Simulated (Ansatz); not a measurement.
# LaBiS2O (P4/nmm): the r2SCAN gap against the k mesh of the density

How far can the k mesh of the density be lowered for the gap of LaBiS2O (P4/nmm)?

Program: Ansatz 0.2.0. Level of theory: DFT, r2SCAN, plane waves, PAW; PAW set soft_1. Results are calculated unless marked as measured.

## (1) Starting point

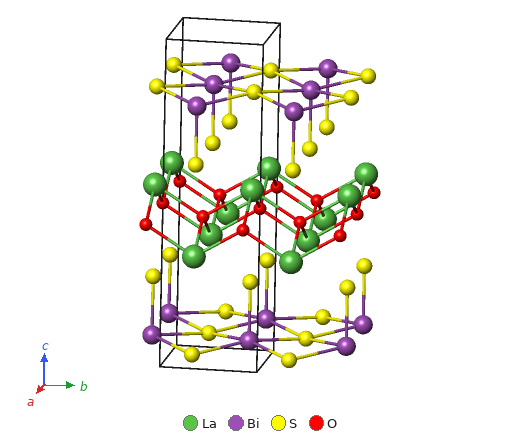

The starting structure, seen slightly off an axis (lanthanum green, bismuth purple, sulfur yellow, oxygen red). 2×2×1 cells are drawn. Some periodic images of atoms are drawn too.

Geometry: measured lattice cell, ions relaxed with r2SCAN; the structure entry is the Materials Project's. The runs that relaxed it are not among those shown. Spin-orbit coupling is left out unless a step names it.

## (2) k mesh of the density: 2×2×1

Contents of input.yaml:

```yaml
crystal:
  lattice:
    - [4.0646, 0.0, 0.0]
    - [0.0, 4.0646, 0.0]
    - [0.0, 0.0, 13.8614]
  atoms:
    - { symbol: La, position: [0.5, 0.0, 0.5892440202] }
    - { symbol: La, position: [0.0, 0.5, 0.4107559798] }
    - { symbol: Bi, position: [0.0, 0.5, 0.8700576921] }
    - { symbol: Bi, position: [0.5, 0.0, 0.1299423079] }
    - { symbol: S, position: [0.5, 0.0, 0.8884349997] }
    - { symbol: S, position: [0.0, 0.5, 0.1115650003] }
    - { symbol: S, position: [0.0, 0.5, 0.6909721575] }
    - { symbol: S, position: [0.5, 0.0, 0.3090278425] }
    - { symbol: O, position: [0.0, 0.0, 0.5] }
    - { symbol: O, position: [0.5, 0.5, 0.5] }
kpoints:
  mp_grid: { grid: [2, 2, 1] }
  band_path:
    path:
      - [0.0, 0.0, 0.0]
      - [0.0, 0.5, 0.0]
      - [0.5, 0.5, 0.0]
      - [0.0, 0.0, 0.5]
      - [0.0, 0.5, 0.5]
      - [0.5, 0.5, 0.5]
      - [0.0, 0.45, 0.0]
    npoints: 1
hamiltonian:
  xc: r2scan
  pseudopotentials: { kind: paw, azcp: { folder: soft_1 } }
scf:
  occupations: { method: fixed }
  n_extra_bands: 7
output:
  eigenvalues: true
  forces: true
  stress: true
```

The run is started by

```bash
$ ansatz run input.yaml --threads 3 --pin off --max-ram 92160MiB --backend cuda --events-out ev --progress --plain --runs-dir out --devices 1 --max-vram 13GiB
```

Numbers of over 12 decimals in the logs are rounded to 6 here.

Output:

```text
scf.n_extra_bands = 7 over 44 filled bands (N_el = 88.0): the run solves 51 bands
GPUs: using 1 of 1 available (devices: 1).
Engine: ansatz 0.2.0, x86_64-unknown-linux-gnu
Pseudopotentials: kind: paw
Pseudopotential: La, paw, valence charge 11, recommended cutoff 500 eV (meta_gga), soft_1/La.paw.azcp
Pseudopotential: Bi, paw, valence charge 15, recommended cutoff 500 eV (meta_gga), soft_1/Bi.paw.azcp
Pseudopotential: S, paw, valence charge 6, recommended cutoff 500 eV (meta_gga), soft_1/S.paw.azcp
Pseudopotential: O, paw, valence charge 6, recommended cutoff 500 eV (meta_gga), soft_1/O.paw.azcp
Functional definition: r2SCAN
  parameter k0 = 0.174
  parameter k1 = 0.065
  parameter a1 = 4.9479
  exchange = r2scan_x(k0 = k0, k1 = k1, a1 = a1)
  correlation = r2scan_c
device memory: the entry about to start is reckoned to put 4.2 GiB on a device that reports 50.9 GiB free (of which the cap on the GPU budget leaves the run 13.0 GiB)
GPU FFT provider: cuFFT
GPU libraries: cuBLAS 13.8.2, cuFFT 12.4.0, cuSOLVER 12.3.4
Crystal: 10 atoms, lattice volume = 229.004 Å³
Basis set: ecut = 500 eV, 5867 PW (Γ), exchange–correlation on 120×120×432 points (64 copies of the dense FFT grid, shifted against one another)
Bands: 51, of which v1, the nominal top of the filled ones, is band 44 counted from 1 (43 counted from 0)
Symmetry: 16 space group operations
Space group: P4/nmm (ITA 129), of the structure as read, at distance tolerance 6.1e-5 Å
k-points: 3 of 4
Non-local potential: La, projectors of the file, l = 0: 3, l = 1: 2, l = 2: 2, l = 3: 3
Non-local potential: Bi, projectors of the file, l = 0: 2, l = 1: 2, l = 2: 2, l = 3: 1
Non-local potential: S, projectors of the file, l = 0: 2, l = 1: 2, l = 2: 1
Non-local potential: O, projectors of the file, l = 0: 2, l = 1: 2, l = 2: 1
PAW form: soft (Blöchl's): semilocal exchange-correlation on the pseudo side does not see the compensation charge
PAW frozen core: La, regenerated for the run's functional (the file was generated under x = pbe(κ = 0.804, μ = 0.219515), c = pbe(β = 0.066725))
PAW frozen core: Bi, regenerated for the run's functional (the file was generated under x = pbe(κ = 0.804, μ = 0.219515), c = pbe(β = 0.066725))
PAW frozen core: S, regenerated for the run's functional (the file was generated under x = pbe(κ = 0.804, μ = 0.219515), c = pbe(β = 0.066725))
PAW frozen core: O, regenerated for the run's functional (the file was generated under x = pbe(κ = 0.804, μ = 0.219515), c = pbe(β = 0.066725))
PAW one-centre angular grid: La, 974 points (default); XC on 160 Gauss nodes
PAW one-centre angular grid: Bi, 590 points (default); XC on 160 Gauss nodes
PAW one-centre angular grid: S, 302 points (default); XC on 160 Gauss nodes
PAW one-centre angular grid: O, 302 points (default); XC on 160 Gauss nodes
Initial density: superposition of atomic densities (chi_scale 0.1, normalization cell, long waves kept (reshape's long-wave potential 0.46 eV rms))
Initial wavefunctions: pseudopotential atomic-orbital guess
GPU buffer pool allocated for 97200 grid points (all kernels)
GPU transforms: local potential and band sums: pruned to the plane-wave sphere, on 30×30×108
Functional: x = r2scan, c = r2scan; τ floored in thin density (d = 2e-4 eV/Å³)
SCF iter   1: F=—  HF=-42129.952410 eV  |F-HF|=—  |Δ(HF+E_count)|=         —  Δρ=3.75e-2  dr2=9.22e0  dr2_τ=2.06e-1  ethr=3.10e-3  ⟨swp⟩=4.7  Hψ=584  notcnv=0  defer=7
preconditioner: auto → Resta (q_TF=auto, 2.326 Å⁻¹)  ε∞=5.0  [insulator: Δε(μ)=1.235 eV  Ē_g=9.466 eV  n_scr=50 (ndim 8)  ℏωp=19.0 eV  f_vac=0.000  ε∞_Penn≈5.0]
SCF iter   2: F=—  HF=-42129.018973 eV  |F-HF|=—  |Δ(HF+E_count)|=   9.33e-1  Δρ=2.01e-2  dr2=1.81e0  dr2_τ=3.60e-2  ethr=3.10e-3  ⟨swp⟩=5.0  Hψ=410  notcnv=0  defer=10
SCF iter   3: F=—  HF=-42129.054869 eV  |F-HF|=—  |Δ(HF+E_count)|=   3.59e-2  Δρ=1.26e-2  dr2=3.26e-1  dr2_τ=3.89e-2  ethr=2.06e-3  ⟨swp⟩=5.7  Hψ=315  notcnv=0  defer=9
SCF iter   4: F=—  HF=-42129.030284 eV  |F-HF|=—  |Δ(HF+E_count)|=   2.46e-2  Δρ=4.58e-3  dr2=5.76e-2  dr2_τ=4.60e-3  ethr=3.71e-4  ⟨swp⟩=3.7  Hψ=279  notcnv=0  defer=15
SCF iter   5: F=—  HF=-42129.031677 eV  |F-HF|=—  |Δ(HF+E_count)|=   1.39e-3  Δρ=1.55e-3  dr2=7.65e-3  dr2_τ=1.18e-4  ethr=6.55e-5  ⟨swp⟩=3.7  Hψ=259  notcnv=0  defer=15
SCF iter   6: F=—  HF=-42129.032662 eV  |F-HF|=—  |Δ(HF+E_count)|=   9.86e-4  Δρ=3.13e-4  dr2=3.19e-4  dr2_τ=1.47e-5  ethr=8.70e-6  ⟨swp⟩=4.0  Hψ=286  notcnv=0  defer=15
SCF iter   7: F=—  HF=-42129.032738 eV  |F-HF|=—  |Δ(HF+E_count)|=   7.55e-5  Δρ=6.79e-5  dr2=1.71e-5  dr2_τ=1.14e-6  ethr=3.62e-7  ⟨swp⟩=2.0  Hψ=249  notcnv=0  defer=15
SCF iter   8: F=—  HF=-42129.032991 eV  |F-HF|=—  |Δ(HF+E_count)|=   2.53e-4  Δρ=1.87e-5  dr2=1.11e-6  dr2_τ=5.89e-8  ethr=1.94e-8  ⟨swp⟩=2.0  Hψ=258  notcnv=0  defer=13
SCF iter   9: F=-42129.032991 eV  HF=-42129.032991 eV  |F-HF|=2.26e-8  |Δ(HF+E_count)|=   3.78e-7  Δρ=4.20e-6  dr2=8.41e-8  dr2_τ=3.84e-9  ethr=1.14e-10  ⟨swp⟩=25.0  Hψ=1205  notcnv=0
SCF 1 converged in 9 iterations: F = -42129.032991 eV  dr2 = 8.41e-8
[...]
device memory: the entry about to start is reckoned to put 2.3 GiB on a device that reports 50.7 GiB free (of which the cap on the GPU budget leaves the run 13.0 GiB)
NSCF: frozen V_eff on 7 k-points
SCF converged after 9 iterations
Free energy (F): -42129.032991 eV
Harris-Foulkes:  -42129.032991 eV  (|F-HF|=2.26e-8)
Internal energy: -42129.032991 eV  (E = F + TS)
E sigma→0 (E₀):  -42129.032991 eV
Fermi energy:    7.988617 eV
--- Per-component energies (eV) ---
  E_band       = -358.309460
  E_kinetic    = 1640.990055
  E_local      = -5105.175925  (includes V_loc(G=0)·N_el)
  E_nonlocal   = 1230.094901
  E_hartree    = 1925.944971
  E_xc         = -1037.626881
  E_vxc        = -1168.358051  (∫ρ·V_xc dr)
  E_paw        = -35045.212380  (= ΣΔE_a)
  E_vpaw       = -872.221708  (= ΣTr[D̂ρ^β])
  E_aug_tail   = 0.000766  (compensation charges beyond the density's cutoff)
  E_vtau       = 64.468757  (kinetic-family band-sum trace: ∫τ·v_τ [+ j·A + Jᵃ·Aᵃ] dr)
  E_ewald      = -5739.432719
  E_core_change = 1.384220  (= ΣΔE_core)
  E_smearing   = -0.000000  (= −TS)
  E_closure    = -0.000000  (closes the sum)
  Σ components = -42129.032991   (vs F -42129.032991, Δ=0.00e0)
--- Forces (eV/Å), atoms counted from 1 ---
  atom   1  La    -0.00000000    -0.00000000     0.09449229
  atom   2  La    -0.00000000    -0.00000000    -0.09449229
  atom   3  Bi     0.00000000     0.00000000     0.04203374
  atom   4  Bi     0.00000000     0.00000000    -0.04203374
  atom   5  S      0.00000000     0.00000000     0.25905173
  atom   6  S      0.00000000     0.00000000    -0.25905173
  atom   7  S      0.00000000     0.00000000     0.02379019
  atom   8  S      0.00000000     0.00000000    -0.02379019
  atom   9  O      0.00000000     0.00000000    -0.00000000
  atom  10  O      0.00000000     0.00000000    -0.00000000
  max |Σ_I F_I| component: 1.98e-16 eV/Å
--- Stress (GPa, compression-positive) ---
        4.056029       0.000000       0.000000
        0.000000       4.056029       0.000000
        0.000000       0.000000      -0.921532
  P = ⅓ Tr σ = 2.3968 GPa (23.968 kbar)
--- Band table (eV) ---
  k-point 0: bands = [... 40 lower, 7.1624, 7.2468, 7.6007, 7.6007, 11.5856, 11.9682, 11.9976, 12.1189, ... 3 higher]
  k-point 1: bands = [... 40 lower, 7.1526, 7.1526, 7.9886, 7.9886, 9.0473, 9.0473, 9.5270, 9.5270, ... 3 higher]
  k-point 2: bands = [... 40 lower, 6.5495, 6.5495, 7.1461, 7.1461, 12.0414, 12.0414, 12.5768, 12.5768, ... 3 higher]
```

Run time: 5.4 s. Hardware: 1 × NVIDIA H100 80GB HBM3 (shared by 6 runs) with 3 threads of AMD EPYC 7R13 (Zen 3), shared host; peak memory 1.2 GiB.

Numbers from this step:

| Quantity | Value |
| --- | --- |
| pressure | 2.397 GPa |
| gap | 1.039 eV |
| valence top at | k = (0.000, 0.450, 0.000) |
| conduction bottom at | X |
| least direct gap | 1.051 eV |

The gap is indirect, with the least direct gap 0.012 eV higher.

## (3) k mesh of the density: 4×4×2

input.yaml, as its differences from that of step 2:

```diff
@@ -17,3 +17,3 @@
 kpoints:
-  mp_grid: { grid: [2, 2, 1] }
+  mp_grid: { grid: [4, 4, 2] }
   band_path:
```

Output:

```text
[...]
GPUs: using 1 of 1 available (devices: 1).
[...]
GPU FFT provider: cuFFT
GPU libraries: cuBLAS 13.8.2, cuFFT 12.4.0, cuSOLVER 12.3.4
Crystal: 10 atoms, lattice volume = 229.004 Å³
Basis set: ecut = 500 eV, 5867 PW (Γ), exchange–correlation on 120×120×432 points (64 copies of the dense FFT grid, shifted against one another)
[...]
k-point 0: bands = [... 40 lower, 7.2278, 7.2278, 7.6615, 7.6615, 11.6820, 11.9456, 12.0312, 12.2166, ... 3 higher]
  k-point 1: bands = [... 40 lower, 7.2482, 7.4743, 7.6498, 7.6498, 11.7017, 11.7698, 11.9558, 12.1618, ... 3 higher]
  k-point 2: bands = [... 40 lower, 7.0285, 7.1559, 7.4343, 7.5137, 10.5558, 10.8985, 10.9885, 11.2082, ... 3 higher]
  k-point 11: bands = [... 40 lower, 6.6350, 6.6350, 6.8218, 6.8218, 11.9810, 11.9810, 12.6968, 12.6968, ... 3 higher]
[key lines of the parts left out:]
SCF converged after 10 iterations
Free energy (F): -42131.047226 eV
Fermi energy:    7.769659 eV
P = ⅓ Tr σ = 0.2465 GPa (2.465 kbar)
```

Elapsed: 7 s, on 1 × NVIDIA H100 80GB HBM3 (shared by 6 runs) with 3 threads; peak memory 1.2 GiB; 11 s of CPU time.

This step gave:

```yaml
pressure: 0.2465 GPa
gap: 1.108 eV
valence_top_at: k = (0.000, 0.450, 0.000)
conduction_bottom_at: X
least_direct_gap: 1.126 eV
```

The gap is 1.108 eV, +0.068 eV from the run before at this level.

## (4) k mesh of the density: 6×6×2 (the default)

input.yaml, the sections that differ from step 3:

```yaml
kpoints:
  mp_grid: { grid: [6, 6, 2] }
  band_path:
    path:
      - [[0.0, 0.0, 0.0], [0.0, 0.5, 0.0], [0.5, 0.5, 0.0], [0.0, 0.0, 0.0], [0.0, 0.0, 0.5], [0.0, 0.5, 0.5], [0.5, 0.5, 0.5], [0.0, 0.0, 0.5]]
      - [[0.0, 0.5, 0.0], [0.0, 0.5, 0.5]]
      - [[0.5, 0.5, 0.0], [0.5, 0.5, 0.5]]
    npoints: 10
scf:
  occupations: { method: fermi_dirac, width: 0.02 }
  n_extra_bands: 7
output:
  eigenvalues: true
  forces: true
  stress: true
  write_density: true
  write_potential: true
  elf: true
  volumetric_format: npy
# crystal, hamiltonian: as in step 3
```

Output:

```text
[...]
GPUs: using 1 of 1 available (devices: 1).
[...]
GPU FFT provider: cuFFT
GPU libraries: cuBLAS 13.8.2, cuFFT 12.4.0, cuSOLVER 12.3.4
Crystal: 10 atoms, lattice volume = 229.004 Å³
Basis set: ecut = 500 eV, 5867 PW (Γ), exchange–correlation on 120×120×432 points (64 copies of the dense FFT grid, shifted against one another)
[...]
k-point 0: bands = [... 40 lower, 7.2339, 7.2339, 7.6687, 7.6687, 11.6910, 11.9443, 12.0331, 12.2263, ... 3 higher]
  k-point 1: bands = [... 40 lower, 7.2538, 7.4730, 7.6574, 7.6574, 11.7114, 11.7698, 11.9558, 12.1685, ... 3 higher]
  k-point 2: bands = [... 40 lower, 7.1275, 7.1631, 7.5543, 7.5680, 11.3466, 11.7327, 11.7715, 11.9228, ... 3 higher]
  k-point 19: bands = [... 40 lower, 6.6465, 6.6465, 6.8111, 6.8111, 11.9819, 11.9819, 12.7061, 12.7061, ... 3 higher]
[key lines of the parts left out:]
SCF converged after 10 iterations
Free energy (F): -42131.101700 eV
Fermi energy:    8.325870 eV
P = ⅓ Tr σ = 0.1638 GPa (1.638 kbar)
```

Run time: 11 s. Hardware: 1 × NVIDIA H100 80GB HBM3 (shared by 6 runs) with 3 threads; peak memory 1.4 GiB; 18 s of CPU time.

This step gave:

* pressure: 0.1638 GPa
* gap: 1.109 eV
* valence top at: k = (0.000, 0.450, 0.000)
* conduction bottom at: X
* least direct gap: 1.127 eV

The gap is 1.109 eV, +0.001 eV from the run before at this level.

## (5) k mesh of the density: 8×8×4

input.yaml, the sections that differ from step 4:

```yaml
kpoints:
  mp_grid: { grid: [8, 8, 4] }
  band_path:
    path:
      - [0.0, 0.0, 0.0]
      - [0.0, 0.5, 0.0]
      - [0.5, 0.5, 0.0]
      - [0.0, 0.0, 0.5]
      - [0.0, 0.5, 0.5]
      - [0.5, 0.5, 0.5]
      - [0.0, 0.45, 0.0]
    npoints: 1
scf:
  occupations: { method: fixed }
  n_extra_bands: 7
# crystal, hamiltonian, output: as in step 4
```

Output:

```text
[...]
GPUs: using 1 of 1 available (devices: 1).
[...]
GPU FFT provider: cuFFT
GPU libraries: cuBLAS 13.8.2, cuFFT 12.4.0, cuSOLVER 12.3.4
Crystal: 10 atoms, lattice volume = 229.004 Å³
Basis set: ecut = 500 eV, 5867 PW (Γ), exchange–correlation on 120×120×432 points (64 copies of the dense FFT grid, shifted against one another)
[...]
k-point 0: bands = [... 40 lower, 7.2338, 7.2338, 7.6687, 7.6687, 11.6911, 11.9443, 12.0330, 12.2264, ... 3 higher]
  k-point 1: bands = [... 40 lower, 7.2437, 7.2802, 7.6631, 7.6631, 11.7009, 11.8353, 12.0211, 12.1971, ... 3 higher]
  k-point 2: bands = [... 40 lower, 7.2537, 7.4729, 7.6573, 7.6573, 11.7116, 11.7698, 11.9557, 12.1687, ... 3 higher]
  k-point 44: bands = [... 40 lower, 6.6467, 6.6467, 6.8112, 6.8112, 11.9818, 11.9818, 12.7063, 12.7063, ... 3 higher]
[key lines of the parts left out:]
SCF converged after 10 iterations
Free energy (F): -42131.103623 eV
Fermi energy:    7.758545 eV
P = ⅓ Tr σ = 0.1589 GPa (1.589 kbar)
```

Wall time 10 s (1 × NVIDIA H100 80GB HBM3 (shared by 6 runs) with 3 threads); peak memory 1.5 GiB; 22 s of CPU time.

Numbers from this step:

```
pressure             : 0.1589 GPa
gap                  : 1.108 eV
valence top at       : k = (0.000, 0.450, 0.000)
conduction bottom at : X
least direct gap     : 1.127 eV
```

The gap is 1.108 eV, as in the run before at this level.

## (6) The series

Differences are against the last row; a negative gap means that bands overlap, and a run with a band path holds that path's time. Times are wall times on 1 × NVIDIA H100 80GB HBM3 (shared by 6 runs) with 3 threads of AMD EPYC 7R13 (Zen 3), shared host, good to a factor of about two.

```tsv
k mesh of the density	gap (eV)	direct gap (eV)	gap error (eV)	energy error (meV/atom)	irreducible k	time
2×2×1	1.039	1.051	−0.069	+207.1	3	5.4 s
4×4×2	1.108	1.126	−0.001	+5.6	12	7 s
6×6×2	1.109	1.127	+0.0003	+0.2	20	11 s
8×8×4	1.108	1.127	+0.000	+0.0	45	10 s
```

## (7) Summary of results

- 2×2×1: 1.039 eV
- 4×4×2: 1.108 eV
- 6×6×2: 1.109 eV
- 8×8×4: 1.108 eV

In words: The gap holds to 0.02 eV from 4×4×2 on. At 2×2×1 the gap is off by −0.069 eV and the energy by +207 meV/atom. The gap is read over the mesh and added points near the edges, so meshes differ mainly through the density and, for a hybrid, the exchange operator.

[Paths, hosts, dates, memory and timing lines, banners, echoed tables and standing remarks are left out of the program output.]

[Logs are printed without paths, hosts, clocks, repeated set-up lines and the standing remarks that a program may print on its own settings, such as how far it seeks lower states.]

[Runs of the session that timed out or met a known fault of the program may be left out.]

[Cells called generated may have been cut or substituted from an entry of the Crystallography Open Database or the Materials Project.]

[Hosts, paths, dates, database ids (printed as entryN), source tags and the programs' standing remarks are cut or masked in the printed files.]
